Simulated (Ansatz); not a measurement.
**Single-point calculation of NbN (part 3 of 3)**

NbN (Fm-3m, 4 atoms in the cell); DFT PBEsol+U, non-collinear, scalar-relativistic, plane waves, PAW, Ueff = 8 eV on Nb atom 1 d; Ueff = 8 eV on Nb atom 3 d (Ansatz 0.2.0); cutoff 420 eV, 7×7×7 k-mesh, Gaussian smearing of 0.05 eV, non-collinear spins. The structure derives from an entry of the Crystallography Open Database. It belongs to a series of runs on one base structure; here: canted directions held.

Geometry of the input (Å; fractional positions):
```
0.0000  2.1945  2.1945
4.3890  2.1945  2.1945
4.3890  4.3890  0.0000
Nb 0.5000  0.5000  -0.0000
N  0.0000  0.0000  0.0000
Nb 0.5000  0.5000  0.5000
N  0.0000  -0.0000  0.5000
```

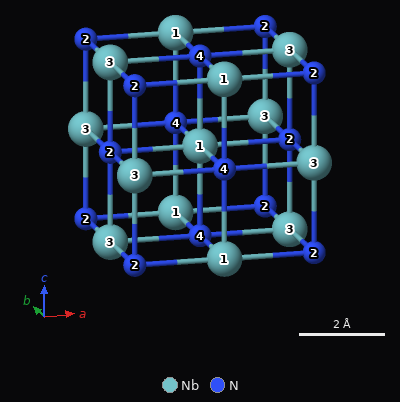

Fig. 1: The input geometry (ball-and-stick view of the cell 2 times as large as that of the calculation, set on its symmetry axes, seen slightly off an axis; atoms are numbered from 1 in the order of the input).

Output, continued:
```
  k-point 0: bands = ["-36.0819", "-35.9630", "-35.0543", "-34.9304", "-12.4260", "-12.2552", "-12.2552", "-12.0805", "-12.0695", "-12.0695", "-11.2293", "-11.2293", "-11.0386", "-11.0386", "-10.8202", "-10.4563", "3.4210", "3.4553", "4.8433", "4.8830", "15.2707", "15.3841", "15.7199", "15.7199", "16.7100", "16.7100", "16.8966", "17.0425", "17.0425", "17.0461", "17.0461", "17.7475", "17.7617", "17.7617", "17.7935", "17.7935", "17.9440", "17.9533", "20.4678", "21.3519", "21.5348", "22.0404", "22.0805", "22.5660"]
  k-point 1: bands = ["-36.0671", "-35.9629", "-35.0425", "-34.9344", "-12.3855", "-12.3435", "-12.2285", "-12.1839", "-12.0599", "-12.0555", "-11.3306", "-11.2089", "-11.1695", "-11.0358", "-10.8285", "-10.4886", "3.7271", "3.7613", "5.0393", "5.0763", "14.3369", "14.3957", "15.6015", "15.8425", "15.8864", "16.1392", "16.4317", "16.4952", "16.5406", "16.6282", "16.7398", "16.7595", "16.8044", "16.8830", "18.3654", "18.4601", "18.5981", "18.9578", "21.1856", "22.0082", "22.5264", "22.9999", "23.0232", "23.4334"]
  k-point 2: bands = ["-36.0211", "-35.9570", "-34.9975", "-34.9330", "-12.5393", "-12.4445", "-12.2722", "-12.1629", "-12.0441", "-12.0130", "-11.5527", "-11.4623", "-11.1572", "-11.0354", "-10.8348", "-10.5775", "4.5083", "4.5410", "5.4822", "5.5111", "13.2253", "13.2635", "14.1395", "14.3708", "14.7609", "14.8940", "15.3902", "15.4657", "15.5605", "15.6525", "16.1642", "16.1733", "16.5042", "16.8429", "19.3400", "19.5657", "20.2311", "20.8249", "22.6974", "23.2452", "23.4360", "23.7088", "24.2584", "24.6226"]
  k-point 99: bands = ["-35.9321", "-35.9311", "-34.9269", "-34.9265", "-12.6127", "-12.5918", "-12.5431", "-12.5195", "-12.0822", "-12.0660", "-11.6543", "-11.6263", "-11.5820", "-11.5691", "-10.6649", "-10.6617", "5.3812", "5.3911", "5.4473", "5.4565", "12.2914", "12.4242", "12.6853", "12.8423", "14.6466", "14.6525", "15.2319", "15.2659", "15.4635", "15.5371", "15.6425", "15.6949", "18.4842", "18.6130", "18.6702", "18.7670", "23.3767", "23.4079", "23.7837", "23.7967", "24.2508", "24.2771", "24.7997", "24.9448"]
Occupation matrices written to [file]
--- Löwdin populations: 4 sites ---
  site symbol       q [e]
     0     Nb     12.1073
     1      N      5.8180
     2     Nb     12.1073
     3      N      5.8180
  spilling = 0.004150 (of n_electrons = 36.000000)
--- Occupation matrices: 2 shells (run DFT+U table (all-electron-ortho-atomic); ε = 3.39e-3) ---
  Nb0 d_4D: site group Oh (m-3m); on the run's cell D4h (4/mmm)
  Nb0 d_4D spinor Tr n = 3.7091  λ = 0.132 0.138 0.138 0.270 0.281 0.286 0.293 0.313 0.929 0.929  [yz 1.00 (T2g 1.00) T2g(1.00)/B1g(1.00) | 2× xz 0.50 (T2g 1.00) T2g(1.00)/Eg(1.00) | x2-y2 0.75 (Eg 1.00) Eg(1.00)/A1g(1.00) | yz 1.00 (T2g 1.00) T2g(1.00)/B1g(1.00) | z2 0.75 (Eg 1.00) Eg(1.00)/B2g(1.00) | x2-y2 0.75 (Eg 1.00) Eg(1.00)/A1g(1.00) | z2 0.75 (Eg 1.00) Eg(1.00)/B2g(1.00) | 2× xz 0.50 (T2g 1.00) T2g(1.00)/Eg(1.00)]
  specified occupation → Nb0 d_4D spinor: matrix, ‖Δ‖_F = 0.6379, Tr Δ = -1.6091, displaced = 0.8906, d_λ = 0.6369; orbital distance = 0.0416
  Nb2 d_4D: site group Oh (m-3m); on the run's cell D4h (4/mmm)
  Nb2 d_4D spinor Tr n = 3.7091  λ = 0.132 0.138 0.138 0.270 0.281 0.286 0.293 0.313 0.929 0.929  [yz 1.00 (T2g 1.00) T2g(1.00)/B1g(1.00) | 2× xz 0.50 (T2g 1.00) T2g(1.00)/Eg(1.00) | x2-y2 0.75 (Eg 1.00) Eg(1.00)/A1g(1.00) | yz 1.00 (T2g 1.00) T2g(1.00)/B1g(1.00) | z2 0.75 (Eg 1.00) Eg(1.00)/B2g(1.00) | x2-y2 0.75 (Eg 1.00) Eg(1.00)/A1g(1.00) | z2 0.75 (Eg 1.00) Eg(1.00)/B2g(1.00) | 2× xz 0.50 (T2g 1.00) T2g(1.00)/Eg(1.00)]
  specified occupation → Nb2 d_4D spinor: matrix, ‖Δ‖_F = 0.6379, Tr Δ = -1.6091, displaced = 0.8906, d_λ = 0.6369; orbital distance = 0.0416
  Tr n, λ and their labels are of the run-group-symmetrised matrices; stabiliser: 64 of 64 elements of G0×{1,Θ} up to a turn of all spins (closed), max defect 1.1e-6 at τ = 7.2e-4
```

Results in brief:

```tsv
quantity	value
outcome	converged
space group (tolerance 0.01 Å)	Fm-3m (225)
electrons treated	36
free energy	−9735.8770 eV
Fermi energy	19.738 eV
gap on the k-point mesh	none (metallic)
net moment of the cell	0.84 μB
integrated absolute moment	3.50 μB
pressure	39.32 GPa
largest force (length of the vector)	under 0.001 eV/Å
hardware	2 threads of Arm Neoverse N1, 98 GiB of memory available, shared host
wall time	5.4 min (CPU time 11 min)
peak memory	0.62 GiB
```

Remarks:

Notes on the run: the SCF threshold is looser than advised for the printed stress.
